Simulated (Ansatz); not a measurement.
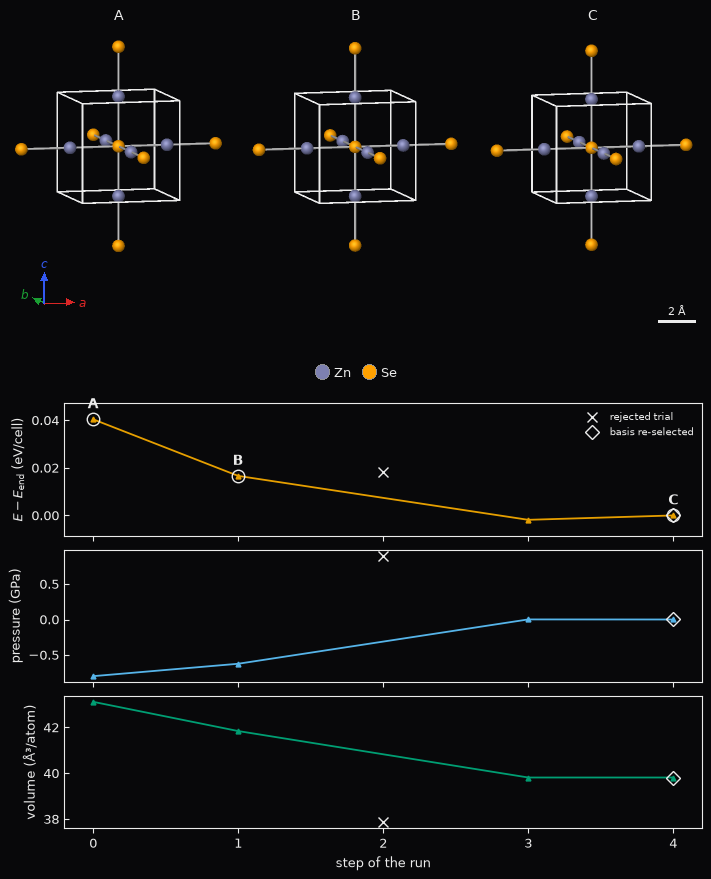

Frames of a relaxation of a crystal of Zn3Se (a generated structure, set up in Pm-3m), marked on the history of the run. The picture is a ball-and-stick view of the cell of the calculation, seen slightly off an axis.

The calculation used DFT PBE, scalar-relativistic, plane waves, PAW (Ansatz 0.2.0). Settings: plane-wave cutoff 420 eV; k-point mesh 8 × 8 × 8; occupations gaussian; smearing width 0.1 eV; no spin polarisation; cell and atoms relaxed; force threshold 0.01 eV/Å; at most 80 steps.

Question: What happens along the run?

Answer: No atom moves by more than 0.005 Å relative to the cell. Cell: a = b = c 5.566 → 5.420 Å (−2.6 %). Volume −7.7 %. Among the contacts that change: Se–Zn 2.783 → 2.710 Å. The space group stays Pm-3m (No. 221). The energy falls by 40.4 meV per cell of the calculation in 2 accepted moves (4 points after the start). All forces vanish by symmetry, so only the cell relaxes. The pressure goes from −0.80 to 0.00 GPa. The line search rejected the trial step at point 2 of the run. At 1 point the geometry stayed and the basis and grid were re-selected for the new cell (energy shift of 1.8 meV per cell of the calculation at most each time). From step 0 to 1: volume −3.0 %, energy −23.8 meV per cell of the calculation. From step 1 to 4: volume −4.8 %, energy −16.6 meV per cell of the calculation.

| step | E − E(0), meV/atom | pressure, GPa | volume, Å³/atom | note |
| --- | --- | --- | --- | --- |
| 0 | 0.00 | -0.80 | 43.118 |  |
| 1 | -5.95 | -0.62 | 41.842 |  |
| 2 | -5.58 | 0.90 | 37.854 | rejected |
| 3 | -10.56 | 0.00 | 39.815 |  |
| 4 | -10.10 | 0.00 | 39.815 | same geometry, new basis |
